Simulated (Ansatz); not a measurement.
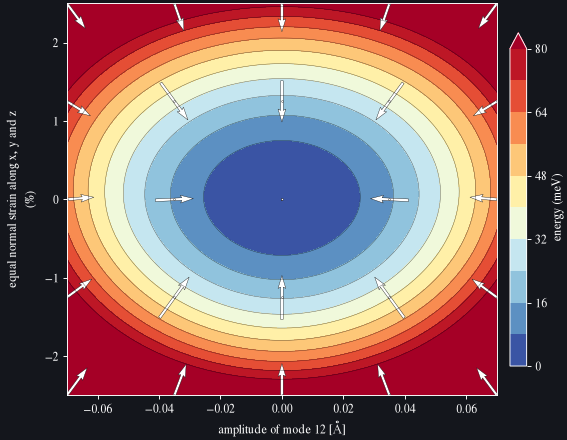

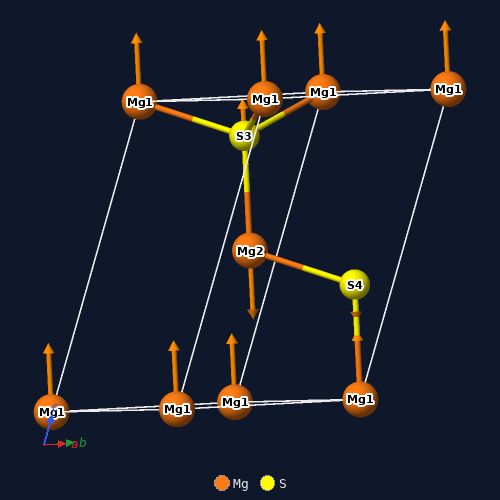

Energy landscape of MgS (F-43m, No. 216; 4 atoms in the cell). The energy is mapped over a normal mode and a strain (zone-centre modes of the 4-atom cell of this scan, which folds in the wave vector (0, 0, 1/2) of the primitive cell). The first coordinate is: amplitude of mode 12 (330 cm⁻¹), largest displacement in the unstrained cell; the second: equal normal strain along x, y and z. Nothing is relaxed (the pattern is fixed in fractional coordinates). The scan uses a 5 × 5 grid; 15 points were computed and 10 follow by symmetry. Points are written as (first, second). Energies: meV per cell, counted from the lowest grid point. Computed with DFT PBE, scalar-relativistic, plane waves, PAW (Ansatz 0.2.0). Settings: cutoff 520 eV, k-mesh 9×9×8 in the order of the run's cell vectors, gaussian smearing 0.05 eV, no spin polarisation.

The picture shows filled contours, dots at the grid points, arrows along the force (downhill), their lengths compressed, one colour for all values above the top of the scale. Between grid points the surface is interpolated. The second picture is the structure at the lowest point

**Where are the wells?**

The lowest grid point is at (0.000 Å, 0.00 %). No other kind of well shows on this grid. The highest grid point, (−0.070 Å, −2.50 %), lies 168 meV above the lowest. The gap on the k-mesh is 3.4 eV at the lowest point and runs from 2.8 to 3.8 eV over the map.

Grid values (meV):

```tsv
second ↓, first →	−0.070	−0.035	0.000	0.035	0.070
2.50	133	95	83	95	133
1.25	76	35	21	35	76
0.00	60	15	0	15	60
−1.25	89	40	23	40	89
−2.50	168	115	97	115	168
```

The input of one point:

```yaml
crystal:
  lattice:
    - [0.0, -2.8485905209, -2.8485905209]
    - [-2.8485905209, 0.0, -2.8485905209]
    - [2.8485905209, 2.8485905209, -5.6971810419]
  atoms:
    - { symbol: Mg, position: [0.0, 0.0, 0.0] }
    - { symbol: Mg, position: [0.5, 0.5, 0.5] }
    - { symbol: S, position: [0.375, 0.375, 0.875] }
    - { symbol: S, position: [0.875, 0.875, 0.375] }
basis:
  ecutwfc: 520.0
kpoints:
  mp_grid: { grid: [9, 9, 8] }
hamiltonian:
  xc: pbe
  pseudopotentials: { kind: paw }
scf:
  occupations: { method: gaussian, width: 0.05 }
output:
  forces: true
  stress: true
  eigenvalues: true
```

The whole map (15 points run) took 17 min on 1 thread of Arm Neoverse N1 (shared host).
